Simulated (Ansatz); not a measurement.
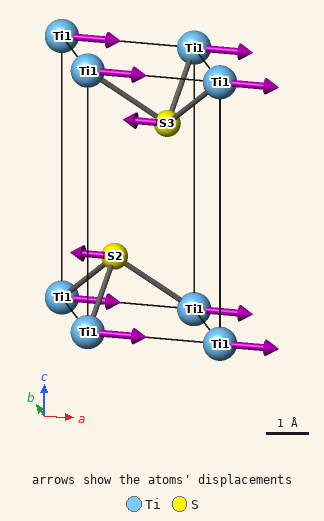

The lowest optical mode of solid TiS₂, space group P-3m1 (No. 164), at the zone centre. Displacements are drawn as purple arrows; their common scale and sign are arbitrary. A ball-and-stick model of the cell of the calculation, seen slightly off an axis.

Theory: Ansatz 0.2.0, DFT PBE, scalar-relativistic, plane waves, PAW.

Input
```yaml
crystal:
  lattice:
    - [3.4098465999, 2.9e-09, 0.0]
    - [-1.7049233025, 2.953013777, 0.0]
    - [0.0, 0.0, 6.5740836436]
  atoms:
    - { symbol: Ti, position: [0.0, 0.0, 0.0] }
    - { symbol: S, position: [0.3333333333, 0.6666666667, 0.2165772136] }
    - { symbol: S, position: [0.6666666667, 0.3333333333, 0.7834227864] }
basis:
  ecutwfc: 420
kpoints:
  mp_grid: { grid: [18, 18, 8] }
hamiltonian:
  xc: pbe
scf:
  occupations: { method: fermi_dirac, width: 0.15 }
output:
  eigenvalues: true
phonons:
  method: dfpt
  eigenvectors: true
  qmesh: [3, 3, 1]
  temperatures: { t_max: 1000, t_step: 100 }
  qpath:
    path:
      - [[0.0, 0.0, 0.0], [0.5, 0.0, 0.0], [0.33333333, 0.33333333, 0.0], [0.0, 0.0, 0.0], [0.0, 0.0, 0.5], [0.5, 0.0, 0.5], [0.33333333, 0.33333333, 0.5], [0.0, 0.0, 0.5]]
      - [[0.5, 0.0, 0.5], [0.5, 0.0, 0.0]]
      - [[0.33333333, 0.33333333, 0.5], [0.33333333, 0.33333333, 0.0]]
    npoints: 8
```

Run as
```bash
ansatz run input.yaml --threads 1 --pin off --max-ram 2560MiB --backend cpu --events-out ev --progress --plain --runs-dir out
```

The frequencies depend somewhat on the k-mesh and the smearing.

> Is this crystal at a minimum with respect to the drawn distortion?

Yes: this softest mode has a real frequency, and so have all others here. That speaks for this wave vector alone: the rest of the zone wasn't checked in this run. This is the E_u mode (doubly degenerate; one member of the set is drawn) at 141 cm⁻¹, the lowest optical level, infrared-active by symmetry. The Ti sublattice moves against the S sublattice, along a; the kinetic energy is shared as Ti 57 %, S 43 %. The crystal is a metal, so free carriers screen the infrared response.

Limits of the set-up: layers or molecules are held without a dispersion correction, so their spacing is unreliable.
